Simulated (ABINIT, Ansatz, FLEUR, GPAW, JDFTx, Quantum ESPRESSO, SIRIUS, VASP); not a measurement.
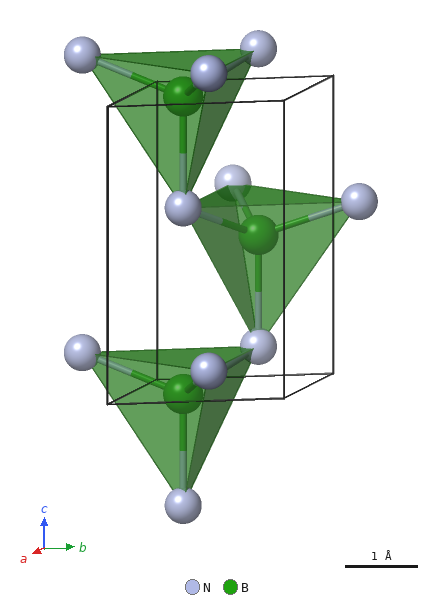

BN, wurtzite, space group P6₃mc (No. 186), a = 2.554 Å, b = 2.554 Å, c = 4.227 Å, α = 90.00°, β = 90.00°, γ = 120.00° (5.97 Å³/atom). Drawn in the polyhedral manner and seen slightly off an axis. The parallelepiped is the conventional unit cell. Some atoms of the next cells are drawn as well. The cell is a structure listed in the Materials Project. Other forms of this composition are known.

The cell was scaled uniformly, at fixed shape and fractional positions, in eight programs or potential sets. Alike in all runs: functional PBE; k mesh 12 × 12 × 6 on the run's cell of 4 atoms; occupations fermi-dirac, width 0.05 eV; no spin polarisation; no spin-orbit coupling.

Energies from JDFTx (PseudoDojo 0.5 standard):

| volume (Å³/atom) | E − E(lowest point) (meV/atom) |
| --- | --- |
| 5.611 | 26.38 |
| 5.730 | 11.12 |
| 5.850 | 2.53 |
| 5.969 | 0.00 |
| 6.088 | 2.99 |
| 6.208 | 10.99 |
| 6.327 | 23.58 |

Question: What equilibrium volume and bulk modulus do these points give?

Answer: V0 = 5.96 Å³/atom, B0 = 371 GPa and B0′ = 3.7. V0 lies 0.1 % below the volume of the cell as given.

The same fit in all programs:

```tsv
program	V0 (Å³/atom)	B0 (GPa)	B0′
JDFTx (PseudoDojo 0.5 standard)	5.96	371	3.7
ABINIT (JTH PAW PBE v2.0)	?	?	?
Ansatz (Ansatz PAW soft_1)	5.97	371	3.7
SIRIUS (PseudoDojo 0.4.1 standard)	5.96	371	3.7
GPAW (PAW data 1.2.1)	5.97	373	3.8
Quantum ESPRESSO (SSSP 1.3 efficiency)	5.96	372	3.7
VASP (PBE potentials, release 64 N, B)	5.98	373	3.7
FLEUR (all-electron)	5.97	372	3.7
```

Question: Estimate the row of ABINIT (JTH PAW PBE v2.0).

Answer: V0 = 5.97 Å³/atom, B0 = 373 GPa and B0′ = 3.6. The other rows span 5.96 to 5.98 Å³/atom and 371 to 373 GPa.

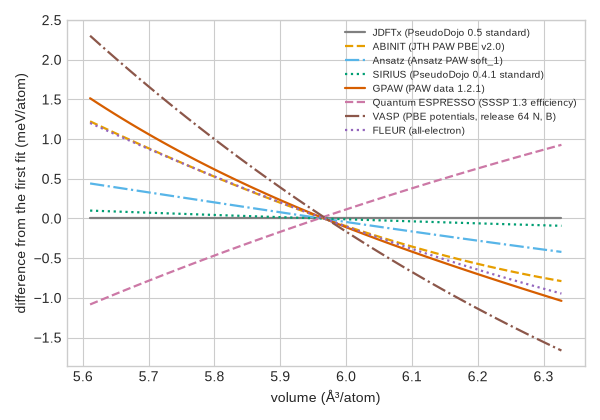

Each fitted curve, counted from its own minimum, less that of JDFTx (PseudoDojo 0.5 standard). With one functional throughout, the spread comes from potentials, basis sets and numerical settings; B0′ is uncertain by a few tenths over so narrow a range.

Caveat: the cell was scaled at fixed shape and fractional positions, which overstates the stiffness of a crystal with free parameters, most of all of layers and chains.
